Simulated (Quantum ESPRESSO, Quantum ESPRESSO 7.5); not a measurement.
## Thickness dependence of 1T-ZrSe2

Wanted: polarisability and band edges of 1T-ZrSe2, layer by layer.

Main program and level: Quantum ESPRESSO 7.5; plane-wave DFT, PBE, GBRV ultrasoft pseudopotentials (geometry by pw.x at PBE-D3(BJ), GBRV ultrasoft).

## (1) Starting point

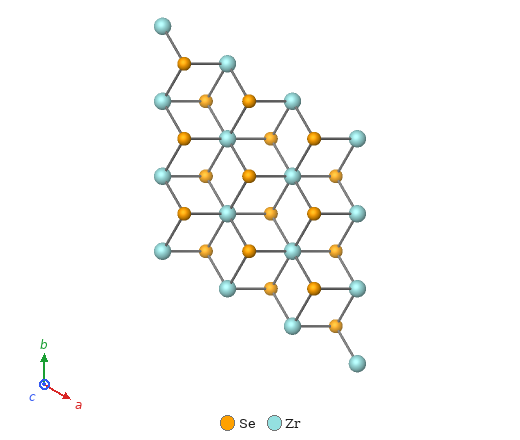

The cell as given, from above (selenium orange, zirconium light teal). 3×3×1 cells are drawn. Some periodic images of atoms are drawn too.

The cell holds 3 atoms: 2 Se and 1 Zr. Cell: a = 3.800 Å, b = 3.800 Å, c = 20.463 Å, α = 90.0°, β = 90.0°, γ = 120.0°. It derives from ZrSe2. Vacuum lies along c.

## (2) Relaxing cell and ions, 1 layer

Cell and atoms are relaxed with a D3(BJ) correction; only the in-plane cell moves (cell_dofree = 2Dxy), and the cutoff is raised for the stress.

File n1.relax.in:

```
&control
  prefix = 'n1.relax'
  outdir = './out'
  pseudo_dir = './pseudo'
  nstep = 50
  forc_conv_thr = 0.0004
  calculation = 'vc-relax'
  etot_conv_thr = 1e-06
/
&system
  ibrav = 0
  nat = 3
  ntyp = 2
  ecutwfc = 50
  ecutrho = 250
  vdw_corr = 'grimme-d3'
  dftd3_version = 4
  occupations = 'smearing'
  smearing = 'fd'
  degauss = 0.004
/
&electrons
  conv_thr = 1e-09
  mixing_beta = 0.4
  electron_maxstep = 120
  mixing_mode = 'plain'
/
&ions
/
&cell
  cell_dofree = '2Dxy'
  press_conv_thr = 0.3
/
ATOMIC_SPECIES
  Se  78.9710  se_pbe_v1.uspp.F.UPF
  Zr  91.2240  zr_pbe_v1.uspp.F.UPF
CELL_PARAMETERS angstrom
  3.80000000000000 0.00000000000000 0.00000000000000
  -1.90000000000000 3.29089653438087 0.00000000000000
  0.00000000000000 0.00000000000000 20.46334616616166
ATOMIC_POSITIONS crystal
  Se  0.666666666667 0.333333333333 0.415376836759
  Zr  0.000000000000 0.000000000000 0.500000000000
  Se  0.333333333333 0.666666666667 0.584623163241
K_POINTS automatic
  6 6 1 0 0 0
```

Run with:

```console
$ OMP_NUM_THREADS=1 mpirun -n 4 pw.x -nk 2 -in n1.relax.in > n1.relax.out
```

The log of the run:

```text
Program PWSCF v.7.5 starts
[citation notice left out]

     Parallel version (MPI & OpenMP), running on       4 processor cores
     Number of MPI processes:                 4
     Threads/MPI process:                     1

     MPI processes distributed on     1 nodes
[...]
Current dimensions of program PWSCF are:
     Max number of different atomic species (ntypx) = 10
     Max number of k-points (npk) =  40000
     Max angular momentum in pseudopotentials (lmaxx) =  4
     Message from routine setup:
     using ibrav=0 with symmetry is DISCOURAGED, use correct ibrav instead

     K-points division:     npool     =       2
     R & G space division:  proc/nbgrp/npool/nimage =       2
     Subspace diagonalization in iterative solution of the eigenvalue problem:
     a serial algorithm will be used

     Parallelization info
     --------------------
     sticks:   dense  smooth     PW     G-vecs:    dense   smooth      PW
     Min         444     351    104                57548    41133    6546
     Max         445     352    107                57559    41152    6551
     Sum         889     703    211               115107    82285   13097

     Using Slab Decomposition

     bravais-lattice index     =            0
     lattice parameter (alat)  =       7.1810  a.u.
     unit-cell volume          =    1726.9155 (a.u.)^3
     number of atoms/cell      =            3
     number of atomic types    =            2
     number of electrons       =        24.00
     number of Kohn-Sham states=           16
     kinetic-energy cutoff     =      50.0000  Ry
     charge density cutoff     =     250.0000  Ry
     scf convergence threshold =      1.0E-09
     mixing beta               =       0.4000
     number of iterations used =            8  plain     mixing
     energy convergence thresh.=      1.0E-06
     force convergence thresh. =      4.0E-04
     press convergence thresh. =      3.0E-01
     Exchange-correlation= SLA  PW   PBE  PBE
                           (   1   4   3   4   0   0   0)
     nstep                     =           50

     celldm(1)=   7.180959  celldm(2)=   0.000000  celldm(3)=   0.000000
     celldm(4)=   0.000000  celldm(5)=   0.000000  celldm(6)=   0.000000

     crystal axes: (cart. coord. in units of alat)
               a(1) = (   1.000000   0.000000   0.000000 )
               a(2) = (  -0.500000   0.866025   0.000000 )
               a(3) = (   0.000000   0.000000   5.385091 )

     reciprocal axes: (cart. coord. in units 2 pi/alat)
               b(1) = (  1.000000  0.577350 -0.000000 )
               b(2) = (  0.000000  1.154701  0.000000 )
               b(3) = (  0.000000 -0.000000  0.185698 )

     PseudoPot. # 1 for Se read from file:
     ./pseudo/se_pbe_v1.uspp.F.UPF
     Pseudo is Ultrasoft + core correction, Zval =  6.0
     Generated by new atomic code, or converted to UPF format
     Using radial grid of  877 points,  6 beta functions with:
                l(1) =   0
                l(2) =   0
                l(3) =   1
                l(4) =   1
                l(5) =   2
                l(6) =   2
     Q(r) pseudized with  8 coefficients,  rinner =    1.300   1.300   1.300
                                                       1.300   1.300

     PseudoPot. # 2 for Zr read from file:
     ./pseudo/zr_pbe_v1.uspp.F.UPF
     Pseudo is Ultrasoft + core correction, Zval = 12.0
     Generated by new atomic code, or converted to UPF format
     Using radial grid of  887 points,  6 beta functions with:
                l(1) =   0
                l(2) =   0
                l(3) =   1
                l(4) =   1
                l(5) =   2
                l(6) =   2
     Q(r) pseudized with  6 coefficients,  rinner =    1.200   1.200   1.200
                                                       1.200   1.200

     atomic species   valence    mass     pseudopotential
     Se                6.00    78.97100     Se( 1.00)
     Zr               12.00    91.22400     Zr( 1.00)

     12 Sym. Ops., with inversion, found

   Cartesian axes

     site n.     atom                  positions (alat units)
         1        Se     tau(   1) = (   0.5000000   0.2886751   2.2368421  )
         2        Zr     tau(   2) = (   0.0000000   0.0000000   2.6925455  )
         3        Se     tau(   3) = (  -0.0000000   0.5773503   3.1482490  )

     --------------------------------------------
     DFT-D3 Dispersion Correction (3-body terms):
     --------------------------------------------
       Reference C6 values for interpolation:

         atom   Coordination number   C6
         Se         0.000           427.35
         Se         0.990           427.57
         Se         1.981           421.05
         Zr         0.000          3645.44
         Zr         1.935          1137.36
         Zr         3.911           917.38

       Values used:

         atom   Coordination number  R0_AB[au]  C6      C8
         Se         3.078            3.332    421.05  29958.36
         Zr         8.206            3.836    917.38 152111.45
         Se         3.078            3.332    421.05  29958.36

         Molecular C6 ( Ry / a.u.^6 ) =      5074.23

     number of k points=     7  Fermi-Dirac smearing, width (Ry)=  0.0040
                       cart. coord. in units 2pi/alat
        k(    1) = (   0.0000000   0.0000000   0.0000000), wk =   0.0555556
        k(    2) = (   0.0000000   0.1924501   0.0000000), wk =   0.3333333
        k(    3) = (   0.0000000   0.3849002   0.0000000), wk =   0.3333333
        k(    4) = (   0.0000000  -0.5773503   0.0000000), wk =   0.1666667
        k(    5) = (   0.1666667   0.2886751   0.0000000), wk =   0.3333333
        k(    6) = (   0.1666667   0.4811252   0.0000000), wk =   0.6666667
        k(    7) = (   0.3333333   0.5773503   0.0000000), wk =   0.1111111

     Dense  grid:   115107 G-vectors     FFT dimensions: (  40,  40, 200)

     Smooth grid:    82285 G-vectors     FFT dimensions: (  36,  36, 180)

     Estimated max dynamical RAM per process >     140.66 MB

     Estimated total dynamical RAM >     534.52 MB

     Initial potential from superposition of free atoms

     starting charge      23.9977, renormalised to      24.0000

     negative rho (up, down):  6.079E-02 0.000E+00
     Starting wfcs are   21 randomized atomic wfcs

     total cpu time spent up to now is        1.9 secs

     per-process dynamical memory:    58.8 Mb

     Self-consistent Calculation

     iteration #  1     ecut=    50.00 Ry     beta= 0.40
     Davidson diagonalization with overlap
     ethr =  1.00E-02,  avg # of iterations =  2.0

[...]
0.00000000   0.00000000  -0.00011996            0.00        0.00      -17.65

     Energy error            =      5.6E-03 Ry
     Gradient error          =      3.2E-02 Ry/Bohr
     Cell gradient error     =      1.0E+01 kbar

     number of scf cycles    =   3
     number of bfgs steps    =   2

     enthalpy           old  =    -186.7031789532 Ry
     enthalpy           new  =    -186.7087792136 Ry

     CASE: enthalpy          _new < enthalpy          _old

     new trust radius        =       0.0908461950 bohr
     new conv_thr            =       0.0000000008 Ry

     new unit-cell volume =   1688.82620 a.u.^3 (   250.25822 Ang^3 )
     density =      1.65329 g/cm^3

CELL_PARAMETERS (angstrom)
   3.757859484  -0.000000000   0.000000000
  -1.878929742   3.254401777   0.000000000
   0.000000000   0.000000000  20.463346166

ATOMIC_POSITIONS (crystal)
Se               0.6666666667        0.3333333333        0.4207160657
Zr               0.0000000000        0.0000000000        0.5000000000
Se               0.3333333333        0.6666666667        0.5792839343

[...]
NEW-OLD atomic charge density approx. for the potential
     New effective cutoffs (rho, wfc):  255.36   51.11

     negative rho (up, down):  6.330E-02 0.000E+00

     total cpu time spent up to now is       74.4 secs

     per-process dynamical memory:    63.7 Mb

[...]
!    total energy              =    -186.71358404 Ry
[...]
Total force =     0.017246     Total SCF correction =     0.000001
[...]
number of bfgs steps    =   3
[...]
new trust radius        =       0.0525847751 bohr
[...]
!    total energy              =    -186.71425833 Ry
[...]
Total force =     0.000373     Total SCF correction =     0.000024
[...]
number of bfgs steps    =   4
[...]
new trust radius        =       0.0032770414 bohr
[...]
!    total energy              =    -186.71426946 Ry
[...]
Total force =     0.000964     Total SCF correction =     0.000005
[...]
number of bfgs steps    =   5
[...]
new trust radius        =       0.0044814492 bohr
[...]
!    total energy              =    -186.71428084 Ry
[...]
Total force =     0.001626     Total SCF correction =     0.000001
[...]
number of bfgs steps    =   6
[...]
new trust radius        =       0.0049295941 bohr
[...]
!    total energy              =    -186.71429322 Ry
[...]
Total force =     0.001816     Total SCF correction =     0.000005
[...]
number of bfgs steps    =   7
[...]
new trust radius        =       0.0073943912 bohr
[...]
!    total energy              =    -186.71430974 Ry
[...]
Total force =     0.001624     Total SCF correction =     0.000000
[...]
number of bfgs steps    =   8
[...]
new trust radius        =       0.0110915868 bohr
[...]
!    total energy              =    -186.71432367 Ry
[...]
Total force =     0.000713     Total SCF correction =     0.000002
[...]
number of bfgs steps    =   9
[...]
new trust radius        =       0.0020507365 bohr
[...]
!    total energy              =    -186.71432472 Ry
[...]
Total force =     0.000244     Total SCF correction =     0.000000
[...]
number of bfgs steps    =  10
[...]
new trust radius        =       0.0005957270 bohr
[...]
!    total energy              =    -186.71432491 Ry
[...]
Total force =     0.000019     Total SCF correction =     0.000002
[...]
Self-consistent Calculation

     iteration #  1     ecut=    50.00 Ry     beta= 0.40
     Davidson diagonalization with overlap
     ethr =  1.00E-06,  avg # of iterations = 13.3

     negative rho (up, down):  6.040E-02 0.000E+00

     total cpu time spent up to now is      269.1 secs

     total energy              =    -186.69534461 Ry
     estimated scf accuracy    <       0.12583538 Ry

[...]
iteration # 13     ecut=    50.00 Ry     beta= 0.40
[...]
negative rho (up, down):  6.198E-02 0.000E+00

[...]
End of self-consistent calculation

          k = 0.0000 0.0000 0.0000 (  9987 PWs)   bands (ev):

   -51.0679 -29.1160 -28.9984 -28.9984 -14.6124 -13.7233  -5.7327  -4.1127
    -4.1127  -2.8127  -1.5934  -1.5934  -0.5022  -0.5022   0.0417   2.8959

          k = 0.0000 0.1944 0.0000 ( 10054 PWs)   bands (ev):

   -51.0646 -29.1045 -29.0478 -29.0091 -14.3746 -13.7098  -5.3978  -4.6977
    -4.0000  -3.2301  -2.3741  -2.2741  -0.5588   0.2571   0.5414   1.9962

          k = 0.0000 0.3887 0.0000 ( 10096 PWs)   bands (ev):

   -51.0579 -29.1457 -29.0804 -29.0304 -13.9040 -13.6248  -5.4907  -4.9256
    -4.3569  -3.9733  -2.8138  -2.6739  -1.0109   0.8465   1.0999   2.6671

          k =-0.0000-0.5831 0.0000 ( 10138 PWs)   bands (ev):

   -51.0546 -29.1933 -29.0688 -29.0410 -13.7915 -13.4204  -6.1523  -4.8204
    -4.2215  -4.0745  -3.1518  -2.6551  -1.1957   1.0320   1.4142   3.1721

          k = 0.1683 0.2915 0.0000 ( 10110 PWs)   bands (ev):

   -51.0596 -29.1115 -29.0873 -29.0343 -13.9951 -13.6825  -5.0222  -4.9742
    -4.4784  -3.7175  -3.3628  -2.4615  -0.2213   0.1650   1.1670   2.1457

          k = 0.1683 0.4859 0.0000 ( 10128 PWs)   bands (ev):

   -51.0546 -29.1676 -29.0711 -29.0650 -13.7039 -13.5183  -5.7085  -5.0021
    -4.1640  -4.0080  -3.6918  -3.1223  -0.3408   0.7564   1.2343   2.4166

[...]
the Fermi energy is    -1.4077 ev

!    total energy              =    -186.71432292 Ry
     estimated scf accuracy    <          1.9E-12 Ry
     smearing contrib. (-TS)   =      -0.00013555 Ry
     internal energy E=F+TS    =    -186.71418737 Ry

     The total energy is F=E-TS. E is the sum of the following terms:
     one-electron contribution =    -685.10243796 Ry
     hartree contribution      =     342.98683419 Ry
     xc contribution           =     -77.20754909 Ry
     ewald contribution        =     232.66848157 Ry
     DFT-D3 Dispersion         =      -0.05951609 Ry

     convergence has been achieved in  13 iterations

     negative rho (up, down):  6.198E-02 0.000E+00

     Forces acting on atoms (cartesian axes, Ry/au):

     atom    1 type  1   force =    -0.00000000   -0.00000000    0.00001146
     atom    2 type  2   force =     0.00000000    0.00000000    0.00000000
     atom    3 type  1   force =     0.00000000    0.00000000   -0.00001146

     Total force =     0.000016     Total SCF correction =     0.000004
     SCF correction compared to forces is large: reduce conv_thr to get better values

     Computing stress (Cartesian axis) and pressure

     negative rho (up, down):  6.198E-02 0.000E+00
          total   stress  (Ry/bohr**3)                   (kbar)     P=       -0.03
  -0.00000009  -0.00000000   0.00000000           -0.01       -0.00        0.00
   0.00000000  -0.00000009   0.00000000            0.00       -0.01        0.00
  -0.00000000  -0.00000000  -0.00000035           -0.00       -0.00       -0.05

[...]
=------------------------------------------------------------------------------=
   JOB DONE.
=------------------------------------------------------------------------------=
```

Wall time 5 min (4 MPI ranks of Arm Neoverse N1, shared host); peak memory 0.69 GiB.

Step by step:

| step | energy less that of the first step (eV) | largest force (eV/Å) | volume (Å³) |
| --- | --- | --- | --- |
| 1 | 0.0000 | 1.4156 | 255.90 |
| 2 | -0.0902 | 1.1474 | 254.36 |
| 3 | -0.1664 | 0.8308 | 252.69 |
| 4 | -0.2318 | 0.3135 | 250.26 |
| 5 | -0.2410 | 0.0068 | 248.98 |
| 6 | -0.2411 | 0.0175 | 249.17 |
| 7 | -0.2413 | 0.0296 | 249.45 |
| 8 | -0.2414 | 0.0330 | 249.75 |
| 9 | -0.2417 | 0.0295 | 250.20 |
| 10 | -0.2419 | 0.0130 | 250.87 |
| 11 | -0.2419 | 0.0044 | 250.94 |
| 12 | -0.2419 | 0.0003 | 250.92 |
| 13 | -0.2418 | 0.0003 | 250.92 |

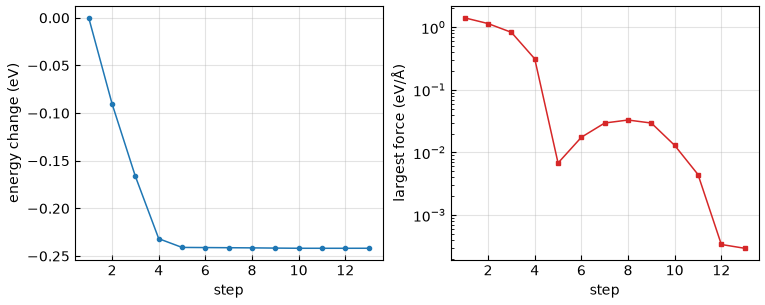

Energy and largest force along the relaxation.

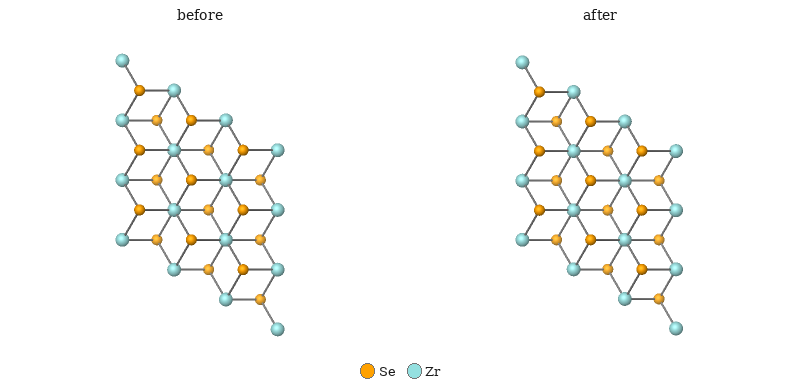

The structure before and after the relaxation, drawn at the same scale.

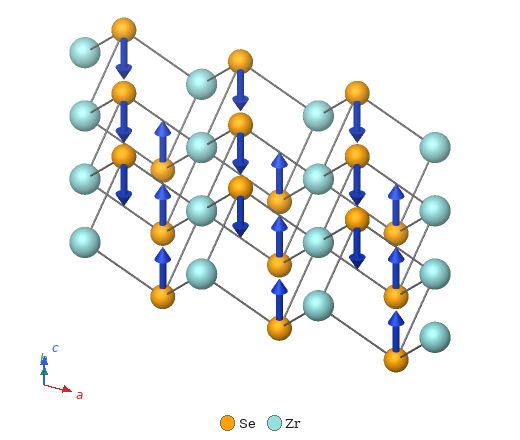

Displacements in the relaxation, exaggerated, measured against the changing cell; the longest in the cell stands for 0.14 Å. 3×3×1 cells are drawn. Some periodic images of atoms are drawn too.

| cell as run | before | after | change |
| --- | --- | --- | --- |
| a (Å) | 3.800 | 3.763 | -1.0 % |
| b (Å) | 3.800 | 3.763 | -1.0 % |

The atoms that moved most (Å, along periodic axes as changes of fractional coordinates times the final cell, across vacuum about the mean position):

| atom | dx | dy | dz | length |
| --- | --- | --- | --- | --- |
| Se1 | 0.000 | 0.000 | 0.143 | 0.143 |
| Se3 | 0.000 | 0.000 | -0.143 | 0.143 |

Final coordinates:

```xyz
3
Lattice="3.7628 0.0000 0.0000 -1.8814 3.2587 0.0000 0.0000 0.0000 20.4633" Properties=species:S:1:pos:R:3
Se    1.8814    1.0862    8.6431
Zr    0.0000    0.0000   10.2317
Se    0.0000    2.1725   11.8203
```

 The last row is no step: it is a fresh SCF in the final cell with a new plane-wave basis, +0 meV from the row before.

Numbers from this step:

* free energy: -2540.3778 eV
* energy at zero smearing: -2540.3769 eV
* Fermi energy: -1.408 eV

(Continued in part 2 of 7.)

[Logs are printed without paths, hosts, clocks, repeated set-up lines and the standing remarks that a program may print on its own settings, such as how far it seeks lower states.]

[Hosts, paths, dates, database ids (printed as entryN), source tags and the programs' standing remarks are cut or masked in the printed files.]

[Maps of the electrostatic potential energy from Ansatz leave out the sawtooth potential of an applied field or a dipole correction, so their vacuum need not be flat; planar profiles and work functions include it.]
